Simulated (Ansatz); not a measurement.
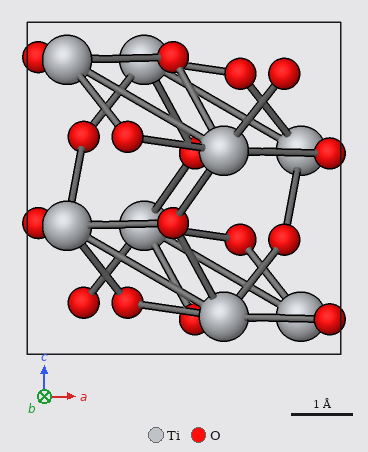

Solid TiO2 (set up in Pbca), before the relaxation. A ball-and-stick model of the cell of the calculation, seen along the b axis.

Case: the database's cell, atoms relaxed.

Level of theory: DFT PBE, scalar-relativistic, plane waves, PAW in Ansatz.

Input file:
```yaml
crystal:
  lattice:
    - [5.145, 0.0, 0.0]
    - [0.0, 9.185, 0.0]
    - [0.0, 0.0, 5.447]
  atoms:
    - { symbol: Ti, position: [0.127, 0.127, 0.887] }
    - { symbol: Ti, position: [0.627, 0.373, 0.113] }
    - { symbol: Ti, position: [0.873, 0.627, 0.613] }
    - { symbol: Ti, position: [0.373, 0.873, 0.387] }
    - { symbol: Ti, position: [0.873, 0.873, 0.113] }
    - { symbol: Ti, position: [0.373, 0.627, 0.887] }
    - { symbol: Ti, position: [0.127, 0.373, 0.387] }
    - { symbol: Ti, position: [0.627, 0.127, 0.613] }
    - { symbol: O, position: [0.465, 0.23, 0.895] }
    - { symbol: O, position: [0.965, 0.27, 0.105] }
    - { symbol: O, position: [0.535, 0.73, 0.605] }
    - { symbol: O, position: [0.035, 0.77, 0.395] }
    - { symbol: O, position: [0.535, 0.77, 0.105] }
    - { symbol: O, position: [0.035, 0.73, 0.895] }
    - { symbol: O, position: [0.465, 0.27, 0.395] }
    - { symbol: O, position: [0.965, 0.23, 0.605] }
    - { symbol: O, position: [0.82, 0.01, 0.845] }
    - { symbol: O, position: [0.32, 0.49, 0.155] }
    - { symbol: O, position: [0.18, 0.51, 0.655] }
    - { symbol: O, position: [0.68, 0.99, 0.345] }
    - { symbol: O, position: [0.18, 0.99, 0.155] }
    - { symbol: O, position: [0.68, 0.51, 0.845] }
    - { symbol: O, position: [0.82, 0.49, 0.345] }
    - { symbol: O, position: [0.32, 0.01, 0.655] }
basis:
  ecutwfc: 420
kpoints:
  mp_grid: { grid: [6, 4, 6] }
hamiltonian:
  xc: pbe
scf:
  occupations: { method: gaussian, width: 0.02 }
output:
  forces: true
  stress: true
  eigenvalues: true
  write_density: true
  write_potential: true
  elf: true
  volumetric_format: npy
relax:
  adjacent_minimum: "off"
  f_tol: 0.01
  max_steps: 40
```

Command:
```bash
ansatz run input.yaml --threads 4 --pin off --max-ram 10240MiB --backend cpu --events-out ev --progress --plain --runs-dir out
```

> What does the optimiser find from here?

The largest moves, 0.12 Å, are those of 8 atoms (Ti1, Ti2, Ti3, Ti4 and others). Ti3 goes roughly along [−2 0 −3]. Largest moves by element: Ti 0.12 Å, O 0.04 Å. The cell stays as it was. Some distances before and after: Ti1–Ti8 2.974 → 3.078 Å, Ti1–O21 1.946 → 1.856 Å, Ti1–O17 1.924 → 2.014 Å, Ti1–O16 1.987 → 2.067 Å. Among the angles between lasting bonds that change: Ti1–O16–Ti7 127.6° → 123.3°, Ti1–O16–Ti8 97.1° → 101.1°, Ti1–O21–Ti4 157.1° → 159.4°. The space group stays Pbca (No. 61). The energy falls by 0.338 eV per cell of the calculation in 5 geometry steps. Largest force component: 0.68 eV/Å at the start, 0.0035 eV/Å at the end. Cost: 6.1 min on 4 threads of Intel(R) Xeon(R) Processor @ 2.50GHz (Skylake/Cascade Lake), with other jobs on the host, peak memory 1.7 GiB.

The end point in the same view:

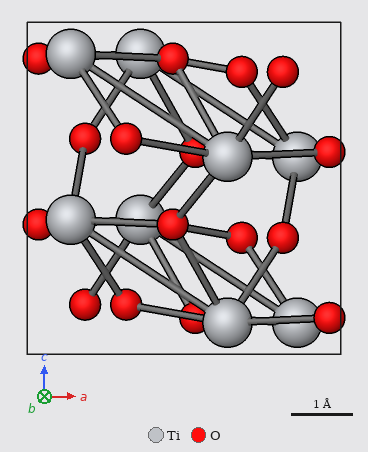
